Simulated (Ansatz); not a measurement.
**Si3Mo: one candidate of a structure search**

The task: take a trial cell of Si3Mo to zero force and stress.

Program: Ansatz 0.2.0. Level of theory: DFT PBE, scalar-relativistic, plane waves, PAW. These are calculated values, not measurements.

## 1. The system as given

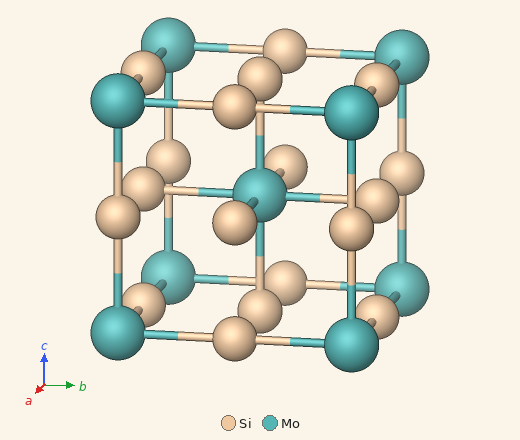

The starting structure, seen slightly off an axis (silicon light orange, molybdenum teal). Atoms on the faces are drawn again on the opposite ones. The cell drawn here is the conventional one.

Structure file:

```xyz
4
Lattice="-2.6836 2.6836 2.6836 2.6836 -2.6836 2.6836 2.6836 2.6836 -2.6836" Properties=species:S:1:pos:R:3 pbc="T T T"
Si    2.6836    0.0000    0.0000
Si    0.0000    2.6836    0.0000
Si    0.0000    0.0000    2.6836
Mo    0.0000    0.0000    0.0000
```

The cell is invented: random cell by space group and Wyckoff sites (Im-3m, No. 229). Lengths come from tabulated atomic sizes and are only a guess.

## 2. Probe: one point on a coarse mesh

input.yaml reads:

```yaml
crystal:
  lattice:
    - [-2.68358552, 2.68358552, 2.68358552]
    - [2.68358552, -2.68358552, 2.68358552]
    - [2.68358552, 2.68358552, -2.68358552]
  atoms:
    - { symbol: Si, position: [0.0, 0.5, 0.5] }
    - { symbol: Si, position: [0.5, 0.0, 0.5] }
    - { symbol: Si, position: [0.5, 0.5, 0.0] }
    - { symbol: Mo, position: [0.0, 0.0, 0.0] }
basis:
  ecutwfc: 420
kpoints:
  mp_grid: { grid: [4, 4, 4] }
hamiltonian:
  xc: pbe
scf:
  occupations: { method: gaussian, width: 0.1 }
  lower_state_search: "off"
output:
  forces: true
  stress: true
  eigenvalues: true
```

Command:

```console
$ ansatz run input.yaml --threads 1 --pin off --max-ram 2560MiB --backend cpu --events-out ev --progress --plain --runs-dir out
```

Standard output, shortened:

```text
[...]
SCF converged after 6 iterations
Free energy (F): -6860.294470 eV
[...]
E sigma→0 (E₀):  -6860.279097 eV
Entropy (-TS):   -0.030747 eV (-7.687 meV/atom)
Fermi energy:    9.048532 eV
[...]
--- Forces (eV/Å), atoms counted from 1 ---
  atom   1  Si    -0.00000000     0.00000000    -0.00000000
  atom   2  Si    -0.00000000     0.00000000    -0.00000000
  atom   3  Si    -0.00000000     0.00000000     0.00000000
  atom   4  Mo    -0.00000000     0.00000000    -0.00000000
[...]
--- Stress (GPa, compression-positive) ---
      -12.673391       0.000000      -0.000000
        0.000000     -12.673391      -0.000000
        0.000000       0.000000     -12.673391
  P = ⅓ Tr σ = -12.6734 GPa (-126.734 kbar)
--- Band table (eV; the first three rows and the last of 8) ---
  k-point 0: bands = ["-51.7193", "-25.7923", "-25.7923", "-25.7923", "-2.0322", "4.2753", "4.2753", "6.5013", "6.5013", "6.5013", "7.7666", "7.7666", "7.7666", "9.2103", "9.2103", "9.2103", "10.2437"]
[...]
```

Run time: 1 s. Hardware: 1 thread of Intel Xeon at 2.70GHz, shared host; peak memory 0.33 GiB.

Read-out: pressure -12.7 GPa, largest force 0.00 eV/Å, gap on this mesh none (metal). A cheap, loose relaxation comes first.

## 3. Coarse relaxation

Edit input.yaml of step 2 so:

```diff
@@ -23 +23,6 @@
   eigenvalues: true
+relax:
+  adjacent_minimum: "off"
+  f_tol: 0.04
+  max_steps: 70
+  cell: { stress_tol: 0.4 }
```

Command:

```console
$ ansatz run input.yaml --threads 1 --pin off --max-ram 2560MiB --backend cpu --events-out ev --progress --plain --runs-dir out
```

Standard output:

```text
Warning: RAYON_NUM_THREADS=1 ignored (pool sized by the plan → 1); use --threads N
Engine: ansatz 0.2.0, x86_64-unknown-linux-gnu
Pseudopotentials: kind: paw
Pseudopotential: Si, paw, valence charge 4, recommended cutoff 420 eV (normal), Si.paw.azcp
Pseudopotential: Mo, paw, valence charge 14, recommended cutoff 420 eV (normal), Mo.paw.azcp
Functional definition: PBE
  parameter kappa = 0.804
  parameter beta = 0.06672455060314922
  exchange = pbe_x(kappa = kappa, mu = beta*pi^2/3)
  correlation = pbe_c(beta = beta)
Crystal: 4 atoms, lattice volume = 77.305 Å³
Basis set: ecut = 420 eV, 1505 PW (Γ), exchange–correlation on 64×64×64 points (8 copies of the dense FFT grid, shifted against one another)
Bands: 17, of which v1, the nominal top of the filled ones, is band 13 counted from 1 (12 counted from 0)
Symmetry: 48 space group operations
Space group: Im-3m (ITA 229), of the structure as read, at distance tolerance 4.3e-5 Å
k-points: 8 of 64
Non-local potential: Si, projectors of the file, l = 0: 2, l = 1: 2, l = 2: 2
Non-local potential: Mo, projectors of the file, l = 0: 3, l = 1: 2, l = 2: 2, l = 3: 1
PAW form: soft (Blöchl's): semilocal exchange-correlation on the pseudo side does not see the compensation charge
PAW one-centre angular grid: Si, 110 points (default); XC on 64 Gauss nodes
PAW one-centre angular grid: Mo, 590 points (default); XC on 64 Gauss nodes
Initial density: superposition of atomic densities (neutral atoms: chi_scale 0, normalization atom), corrected by the library's trained network
Initial wavefunctions: pseudopotential atomic-orbital guess
Functional: x = pbe(κ = 0.804, μ = 0.2195149727645171), c = pbe(β = 0.06672455060314922)
SCF iter   1: F=—  HF=-6860.291420 eV  |F-HF|=—  |Δ(HF+E_count)|=         —  Δρ=3.00e-3  dr2=3.86e-3  ethr=1.77e-3  ⟨swp⟩=5.1  Hψ=687  notcnv=0
preconditioner: auto → Kerker (q_TF=auto, 2.275 Å⁻¹)  [metal: Δε(μ)=0.046 eV  Ē_g=4.958 eV  σ=0.100 eV  W_gap=0.26  n_scr=12 (ndim 8)  ℏωp=17.9 eV  f_vac=0.000  D(μ)=6.11/eV (n_scr^D=78)]
SCF iter   2: F=—  HF=-6860.293634 eV  |F-HF|=—  |Δ(HF+E_count)|=   2.21e-3  Δρ=1.75e-3  dr2=9.87e-4  ethr=1.48e-5  ⟨swp⟩=2.0  Hψ=233  notcnv=0
SCF iter   3: F=—  HF=-6860.294482 eV  |F-HF|=—  |Δ(HF+E_count)|=   8.48e-4  Δρ=1.69e-4  dr2=1.63e-5  ethr=3.80e-6  ⟨swp⟩=2.2  Hψ=191  notcnv=0
SCF iter   4: F=—  HF=-6860.294469 eV  |F-HF|=—  |Δ(HF+E_count)|=   1.22e-5  Δρ=4.88e-5  dr2=1.63e-6  ethr=6.27e-8  ⟨swp⟩=2.5  Hψ=201  notcnv=0
iter 5 did not close the SCF: its close was put off for the readings that it lacked (scf_convergence_deferred on its scf_iter line)
SCF iter   5: F=-6860.294470 eV  HF=-6860.294470 eV  |F-HF|=1.82e-8  |Δ(HF+E_count)|=   6.73e-7  Δρ=5.80e-6  dr2=1.48e-8  ethr=6.27e-9  ⟨swp⟩=2.2  Hψ=203  notcnv=0
SCF iter   6: F=-6860.294470 eV  HF=-6860.294470 eV  |F-HF|=2.29e-10  |Δ(HF+E_count)|=   2.20e-8  Δρ=1.00e-6  dr2=8.21e-10  ethr=5.70e-11  ⟨swp⟩=2.0  Hψ=439  notcnv=0
SCF 1 converged in 6 iterations: F = -6860.294470 eV  dr2 = 8.21e-10
relax step   1: F+E_penalty+E_count = -6860.29447005 eV  Δ(F+E_penalty+E_count) = +0.000e0 eV  max|allowed force component| = 1.859e-30 eV/Å  Δτ_max = 0.0000 Å  P = -12.673 GPa  Ω = 77.305 Å³  (6 SCF iters, dr2 threshold 1.00e-7 eV, accepted)
Crystal: 4 atoms, lattice volume = 66.541 Å³
Basis set: ecut = 420 eV, 1289 PW (Γ), exchange–correlation on 64×64×64 points (8 copies of the dense FFT grid, shifted against one another)
Initial density: handed on by an earlier stage of this run
Initial wavefunctions: those handed on with the density
iter 1 solved again at ethr=1.62e-4 eV; its pass at ethr=3.10e-3 eV (dr2=4.21e-2 eV) is discarded
SCF iter   1: F=—  HF=-6860.771070 eV  |F-HF|=—  |Δ(HF+E_count)|=         —  Δρ=6.40e-3  dr2=4.31e-2  ethr=1.62e-4  ⟨swp⟩=1.0  Hψ=847  notcnv=0
preconditioner: auto → Kerker (q_TF=auto, 2.333 Å⁻¹)  [metal: Δε(μ)=0.027 eV  Ē_g=5.561 eV  σ=0.100 eV  W_gap=0.15  n_scr=12 (ndim 8)  ℏωp=19.3 eV  f_vac=0.000  D(μ)=5.86/eV (n_scr^D=78)]
SCF iter   2: F=—  HF=-6860.766751 eV  |F-HF|=—  |Δ(HF+E_count)|=   4.32e-3  Δρ=3.53e-3  dr2=1.20e-2  ethr=1.62e-4  ⟨swp⟩=1.0  Hψ=136  notcnv=0
SCF iter   3: F=—  HF=-6860.765570 eV  |F-HF|=—  |Δ(HF+E_count)|=   1.18e-3  Δρ=4.46e-4  dr2=1.00e-4  ethr=4.62e-5  ⟨swp⟩=1.6  Hψ=152  notcnv=0
SCF iter   4: F=—  HF=-6860.765606 eV  |F-HF|=—  |Δ(HF+E_count)|=   3.61e-5  Δρ=5.97e-5  dr2=1.55e-6  ethr=3.85e-7  ⟨swp⟩=2.6  Hψ=222  notcnv=0
iter 5 did not close the SCF: its close was put off for the readings that it lacked (scf_convergence_deferred on its scf_iter line)
SCF iter   5: F=-6860.765606 eV  HF=-6860.765606 eV  |F-HF|=6.83e-8  |Δ(HF+E_count)|=   4.83e-7  Δρ=1.24e-5  dr2=1.23e-7  ethr=5.95e-9  ⟨swp⟩=2.8  Hψ=241  notcnv=0
SCF iter   6: F=-6860.765606 eV  HF=-6860.765606 eV  |F-HF|=1.06e-9  |Δ(HF+E_count)|=  5.04e-10  Δρ=2.82e-6  dr2=6.46e-9  ethr=4.75e-10  ⟨swp⟩=2.0  Hψ=472  notcnv=0
SCF 2 converged in 6 iterations: F = -6860.765606 eV  dr2 = 6.46e-9
relax step   2: F+E_penalty+E_count = -6860.76560636 eV  Δ(F+E_penalty+E_count) = -4.711e-1 eV  max|allowed force component| = 7.771e-30 eV/Å  Δτ_max = 0.0000 Å  P = +0.521 GPa  Ω = 66.541 Å³  energy of the carried Pulay correction = +1.615e-3 eV  (6 SCF iters, dr2 threshold 4.00e-7 eV, accepted)
Crystal: 4 atoms, lattice volume = 66.909 Å³
iter 1 solved again at ethr=1.29e-7 eV; its pass at ethr=3.10e-3 eV (dr2=3.37e-5 eV) is discarded
SCF iter   1: F=—  HF=-6860.765986 eV  |F-HF|=—  |Δ(HF+E_count)|=         —  Δρ=1.86e-4  dr2=3.36e-5  ethr=1.29e-7  ⟨swp⟩=2.0  Hψ=796  notcnv=0
preconditioner: auto → Kerker (q_TF=auto, 2.331 Å⁻¹)  [metal: Δε(μ)=0.107 eV  Ē_g=5.512 eV  σ=0.100 eV  W_gap=0.44  n_scr=12 (ndim 8)  ℏωp=19.3 eV  f_vac=0.000  D(μ)=5.93/eV (n_scr^D=78)]
SCF iter   2: F=—  HF=-6860.765992 eV  |F-HF|=—  |Δ(HF+E_count)|=   5.98e-6  Δρ=1.08e-4  dr2=1.00e-5  ethr=1.29e-7  ⟨swp⟩=1.0  Hψ=136  notcnv=0
iter 3 did not close the SCF: its close was put off for the readings that it lacked (scf_convergence_deferred on its scf_iter line)
SCF iter   3: F=-6860.765991 eV  HF=-6860.765991 eV  |F-HF|=5.62e-8  |Δ(HF+E_count)|=   9.86e-7  Δρ=1.46e-5  dr2=1.43e-7  ethr=3.85e-8  ⟨swp⟩=1.4  Hψ=146  notcnv=0
iter 4 did not close the SCF: its close was put off for the readings that it lacked (scf_convergence_deferred on its scf_iter line)
SCF iter   4: F=-6860.765991 eV  HF=-6860.765991 eV  |F-HF|=1.20e-9  |Δ(HF+E_count)|=   3.19e-9  Δρ=2.21e-6  dr2=3.29e-9  ethr=5.49e-10  ⟨swp⟩=2.0  Hψ=168  notcnv=0
iter 5 did not close the SCF: its close was put off for the readings that it lacked (scf_convergence_deferred on its scf_iter line)
SCF iter   5: F=-6860.765991 eV  HF=-6860.765991 eV  |F-HF|=5.82e-11  |Δ(HF+E_count)|=   2.08e-9  Δρ=4.59e-7  dr2=1.43e-10  ethr=1.27e-11  ⟨swp⟩=2.4  Hψ=198  notcnv=0
SCF iter   6: F=-6860.765991 eV  HF=-6860.765991 eV  |F-HF|=0.00e0  |Δ(HF+E_count)|=  1.82e-12  Δρ=8.45e-8  dr2=5.01e-12  ethr=1.00e-12  ⟨swp⟩=1.0  Hψ=304  notcnv=0
SCF 3 converged in 6 iterations: F = -6860.765991 eV  dr2 = 5.01e-12
relax step   3: F+E_penalty+E_count = -6860.76599116 eV  Δ(F+E_penalty+E_count) = -3.848e-4 eV  max|allowed force component| = 3.111e-30 eV/Å  Δτ_max = 0.0000 Å  P = -0.132 GPa  Ω = 66.909 Å³  energy of the carried Pulay correction = +1.555e-3 eV  (6 SCF iters, dr2 threshold 4.00e-7 eV, accepted)
Basis set: ecut = 420 eV, 1289 PW (Γ), exchange–correlation on 60×60×60 points (8 copies of the dense FFT grid, shifted against one another)
Initial wavefunctions: pseudopotential atomic-orbital guess (no wavefunctions were taken with the density)
iter 1 solved again at ethr=1.09e-7 eV; its pass at ethr=3.10e-3 eV (dr2=2.83e-5 eV) is discarded
SCF iter   1: F=—  HF=-6860.765072 eV  |F-HF|=—  |Δ(HF+E_count)|=         —  Δρ=1.49e-4  dr2=1.93e-6  ethr=1.09e-7  ⟨swp⟩=3.0  Hψ=1101  notcnv=0
preconditioner: auto → Kerker (q_TF=auto, 2.331 Å⁻¹)  [metal: Δε(μ)=0.107 eV  Ē_g=5.513 eV  σ=0.100 eV  W_gap=0.44  n_scr=12 (ndim 8)  ℏωp=19.3 eV  f_vac=0.000  D(μ)=5.93/eV (n_scr^D=78)]
SCF iter   2: F=—  HF=-6860.765029 eV  |F-HF|=—  |Δ(HF+E_count)|=   4.30e-5  Δρ=7.74e-5  dr2=4.88e-7  ethr=7.44e-9  ⟨swp⟩=1.2  Hψ=153  notcnv=0
SCF iter   3: F=—  HF=-6860.765030 eV  |F-HF|=—  |Δ(HF+E_count)|=   7.14e-7  Δρ=3.67e-6  dr2=3.56e-9  ethr=1.88e-9  ⟨swp⟩=2.4  Hψ=240  notcnv=0
iter 4 did not close the SCF: its close was put off for the readings that it lacked (scf_convergence_deferred on its scf_iter line)
SCF iter   4: F=-6860.765030 eV  HF=-6860.765030 eV  |F-HF|=2.66e-10  |Δ(HF+E_count)|=   2.27e-9  Δρ=1.03e-6  dr2=5.88e-10  ethr=1.37e-11  ⟨swp⟩=1.1  Hψ=137  notcnv=0
iter 5 did not close the SCF: its close was put off for the readings that it lacked (scf_convergence_deferred on its scf_iter line)
SCF iter   5: F=-6860.765030 eV  HF=-6860.765030 eV  |F-HF|=1.18e-11  |Δ(HF+E_count)|=  1.82e-12  Δρ=1.34e-7  dr2=1.75e-11  ethr=2.26e-12  ⟨swp⟩=1.1  Hψ=141  notcnv=0
SCF iter   6: F=-6860.765030 eV  HF=-6860.765030 eV  |F-HF|=0.00e0  |Δ(HF+E_count)|=  1.82e-12  Δρ=1.44e-8  dr2=1.56e-13  ethr=1.00e-12  ⟨swp⟩=1.4  Hψ=309  notcnv=0
SCF 4 converged in 6 iterations: F = -6860.765030 eV  dr2 = 1.56e-13
relax step   4: F+E_penalty+E_count = -6860.76502982 eV  Δ(F+E_penalty+E_count) = +9.613e-4 eV  max|allowed force component| = 3.076e-31 eV/Å  Δτ_max = 0.0000 Å  P = -0.147 GPa  Ω = 66.909 Å³  stress off target by 1.47e-1 GPa  SCF on the basis re-selected at this cell (its energy is not comparable with the rows above)  (6 SCF iters)
basis re-selected at this cell: Δ(F+E_penalty+E_count) = +9.613e-4 eV, ΔP = -0.015 GPa vs the last step (what re-selecting the basis moved, of the pressure what is left beyond the Pulay correction that the steps carried, after the strain that the cell walked since its last selection, with what the two solves' SCF thresholds leave and, on support functions, any second-order correction that the steps lacked; it is no measure of the basis error at this ecutwfc). The dense FFT grid was sized anew with the basis: this SCF ran on 30×30×30 points, the steps before it on 32×32×32, so part of this shift can come from that change (see relax.cell in the input reference). This SCF's stress stands 1.47e-1 GPa from its target on what of the cell is left free (relax.cell.stress_tol is 4.00e-1 GPa) and its largest allowed force component is 3.08e-31 eV/Å (relax.f_tol is 4.00e-2 eV/Å): within both
SCF converged after 6 iterations
Free energy (F): -6860.765030 eV
Harris-Foulkes:  -6860.765030 eV  (|F-HF|=0.00e0)
Internal energy: -6860.735370 eV  (E = F + TS)
E sigma→0 (E₀):  -6860.750200 eV
Entropy (-TS):   -0.029660 eV (-7.415 meV/atom)
Fermi energy:    11.053152 eV
--- Per-component energies (eV) ---
  E_band       = -117.379410
  E_kinetic    = 560.687778
  E_local      = -1406.724394  (includes V_loc(G=0)·N_el)
  E_nonlocal   = 222.447477
  E_hartree    = 512.840655
  E_xc         = -348.841936
  E_vxc        = -368.822260  (∫ρ·V_xc dr)
  E_paw        = -4738.660730  (= ΣΔE_a)
  E_vpaw       = -150.649381  (= ΣTr[D̂ρ^β])
  E_aug_tail   = 0.000068  (compensation charges beyond the density's cutoff)
  E_ewald      = -1662.484288
  E_smearing   = -0.029660  (= −TS)
  E_closure    = -0.000000  (closes the sum)
  Σ components = -6860.765030   (vs F -6860.765030, Δ=0.00e0)
--- Forces (eV/Å), atoms counted from 1 ---
  atom   1  Si     0.00000000    -0.00000000    -0.00000000
  atom   2  Si     0.00000000     0.00000000     0.00000000
  atom   3  Si     0.00000000    -0.00000000     0.00000000
  atom   4  Mo     0.00000000    -0.00000000     0.00000000
  max |Σ_I F_I| component: 1.36e-30 eV/Å
--- Stress (GPa, compression-positive) ---
       -0.147074       0.000000      -0.000000
        0.000000      -0.147074      -0.000000
        0.000000       0.000000      -0.147074
  P = ⅓ Tr σ = -0.1471 GPa (-1.471 kbar)
--- Band table (eV; the first three rows and the last of 8) ---
  k-point 0: bands = ["-49.5063", "-23.6370", "-23.6370", "-23.6370", "-1.0280", "6.2466", "6.2466", "8.0732", "8.0732", "8.0732", "9.2740", "9.2740", "9.2740", "11.3224", "11.3224", "11.3224", "12.5931"]
  k-point 1: bands = ["-49.5061", "-23.6422", "-23.6385", "-23.6377", "-0.3467", "4.1445", "5.8476", "6.8800", "8.0689", "9.1275", "9.4222", "9.7535", "9.7649", "11.1595", "11.2705", "11.6126", "13.1853"]
  k-point 2: bands = ["-49.5058", "-23.6473", "-23.6401", "-23.6383", "1.2442", "1.8695", "5.7423", "6.3122", "7.2832", "8.1199", "9.6608", "10.3120", "11.0411", "12.4374", "12.5655", "12.5805", "12.8143"]
  k-point 7: bands = ["-49.5058", "-23.6433", "-23.6433", "-23.6433", "2.0028", "2.0028", "5.7423", "5.7423", "5.7423", "7.0274", "10.7009", "10.7009", "10.7009", "12.1590", "12.1590", "13.3787", "13.3787"]
--- Relaxed structure (3 steps of the walk, 3 accepted, 1 SCFs on fresh bases) ---
  F+E_penalty+E_count = -6860.76502982 eV   max|allowed force component| = 3.076e-31 eV/Å   (the final SCF, on the basis selected at the relaxed cell)
  cell:  # Å, volume = 66.9089 Å³
    - [-2.5574553828116917, 2.5574553828116917, 2.5574553828116917]
    - [2.5574553828116917, -2.5574553828116917, 2.5574553828116917]
    - [2.5574553828116917, 2.5574553828116917, -2.5574553828116917]
  atoms:
    - { symbol: Si, position: [-2.8607263657396752e-34, 0.5, 0.5] }
    - { symbol: Si, position: [0.5, -9.114841737365751e-35, 0.5] }
    - { symbol: Si, position: [0.5, 0.5, -3.40411867608144e-34] }
    - { symbol: Mo, position: [-8.223306883633808e-36, 2.130584056210677e-35, 1.532525373764597e-35] }
```

Run time: 4.5 s. Hardware: 1 thread of Intel Xeon at 2.70GHz, shared host; peak memory 0.35 GiB.

Relaxation path:

| step | E - E(step 1) (eV/cell) | largest force component (eV/Å) | pressure (GPa) | volume (Å³) |
| --- | --- | --- | --- | --- |
| 1 | 0.0000 | 0.0000 | -12.67 | 77.30 |
| 2 | -0.4711 | 0.0000 | 0.52 | 66.54 |
| 3 | -0.4715 | 0.0000 | -0.13 | 66.91 |
| 4 | -0.4706 | 0.0000 | -0.15 | 66.91 |

Step 1 is the start. Step 4 repeats the geometry before it on a plane-wave basis chosen anew for that cell, so its energy need not be comparable with the rows above.

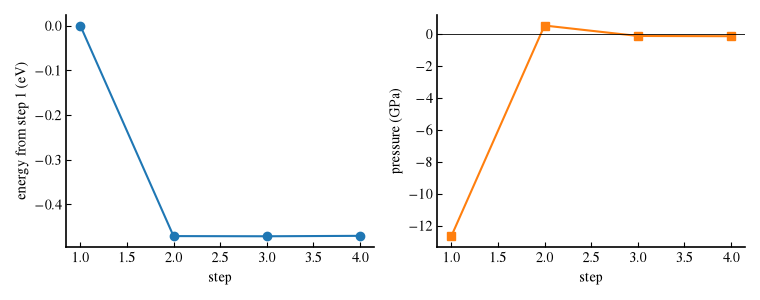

Energy and pressure along the relaxation.

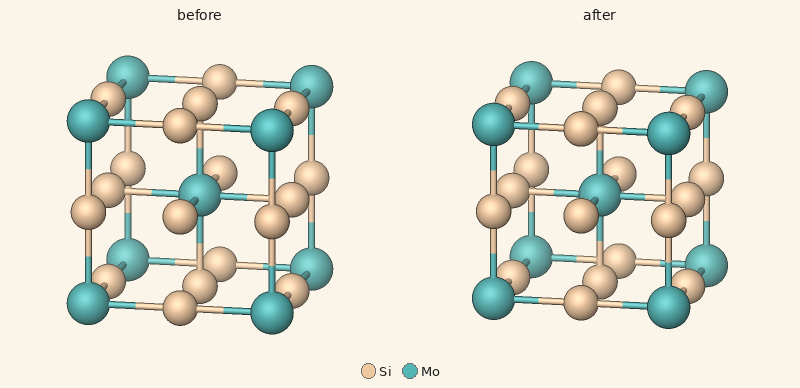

Before and after, at one scale.

Lengths and angles in the start's conventional setting:

|  | before | after | change |
| --- | --- | --- | --- |
| a (Å) | 5.367 | 5.115 | -4.7 % |
| b (Å) | 5.367 | 5.115 | -4.7 % |
| c (Å) | 5.367 | 5.115 | -4.7 % |
| volume (Å³/atom) | 19.33 | 16.73 | -13.4 % |
| shortest distance (Å) | 2.684 | 2.557 | -4.7 % |
| space group (0.01 Å) | Im-3m | Im-3m | same |

The run keeps the 48 symmetry operations of the start, so it could not have lowered the symmetry.

## 4. Another rough relaxation

The end of the coarse run is made exact in the group found at a tolerance of 0.06 Å and reduced to its primitive cell.

Edit input.yaml of step 3 so:

```diff
@@ -2,5 +2,5 @@
   lattice:
-    - [-2.68358552, 2.68358552, 2.68358552]
-    - [2.68358552, -2.68358552, 2.68358552]
-    - [2.68358552, 2.68358552, -2.68358552]
+    - [-2.5574553828, 2.5574553828, 2.5574553828]
+    - [2.5574553828, -2.5574553828, 2.5574553828]
+    - [2.5574553828, 2.5574553828, -2.5574553828]
   atoms:
@@ -13,3 +13,3 @@
 kpoints:
-  mp_grid: { grid: [4, 4, 4] }
+  mp_grid: { grid: [6, 6, 6] }
 hamiltonian:
```

Command:

```console
$ ansatz run input.yaml --threads 1 --pin off --max-ram 2560MiB --backend cpu --events-out ev --progress --plain --runs-dir out
```

Standard output, shortened:

```text
[...]
relax step   3: F+E_penalty+E_count = -6860.79062045 eV  Δ(F+E_penalty+E_count) = +2.852e-5 eV  max|allowed force component| = 4.283e-31 eV/Å  Δτ_max = 0.0000 Å  P = +0.046 GPa  Ω = 66.652 Å³  stress off target by 4.57e-2 GPa  SCF on the basis re-selected at this cell (its energy is not [...]
SCF converged after 7 iterations
Free energy (F): -6860.790620 eV
[...]
E sigma→0 (E₀):  -6860.779165 eV
Entropy (-TS):   -0.022912 eV (-5.728 meV/atom)
Fermi energy:    10.889993 eV
[...]
--- Forces (eV/Å), atoms counted from 1 ---
  atom   1  Si     0.00000000    -0.00000000     0.00000000
  atom   2  Si     0.00000000     0.00000000     0.00000000
  atom   3  Si     0.00000000    -0.00000000    -0.00000000
  atom   4  Mo    -0.00000000     0.00000000     0.00000000
[...]
--- Stress (GPa, compression-positive) ---
[...]
  P = ⅓ Tr σ = 0.0457 GPa (0.457 kbar)
--- Band table (eV; the first three rows and the last of 16) ---
  k-point 0: bands = ["-49.5834", "-23.7085", "-23.7085", "-23.7085", "-0.9830", "6.2924", "6.2924", "8.1468", "8.1468", "8.1468", "9.2594", "9.2594", "9.2594", "11.3787", "11.3787", "11.3787", "12.6117"]
[...]
--- Relaxed structure (2 steps of the walk, 2 accepted, 1 SCFs on fresh bases) ---
  F+E_penalty+E_count = -6860.79062045 eV   max|allowed force component| = 4.283e-31 eV/Å   (the final SCF, on the basis selected at the relaxed cell)
  cell:  # Å, volume = 66.6517 Å³
    - [-2.554173469432586, 2.554173469432586, 2.554173469432586]
    - [2.554173469432586, -2.554173469432586, 2.554173469432586]
    - [2.554173469432586, 2.554173469432586, -2.554173469432586]
  atoms:
    - { symbol: Si, position: [7.326250645893357e-36, 0.5, 0.5] }
    - { symbol: Si, position: [0.5, 6.832389168235338e-36, 0.5] }
    - { symbol: Si, position: [0.5, 0.5, 3.4507641075931245e-38] }
    - { symbol: Mo, position: [3.922213147677539e-37, -1.703711336022431e-36, -9.928102030058771e-37] }
```

It took 4.4 s on 1 thread of Intel Xeon at 2.70GHz, shared host; peak memory 0.36 GiB.

[end of part 1 of 2]
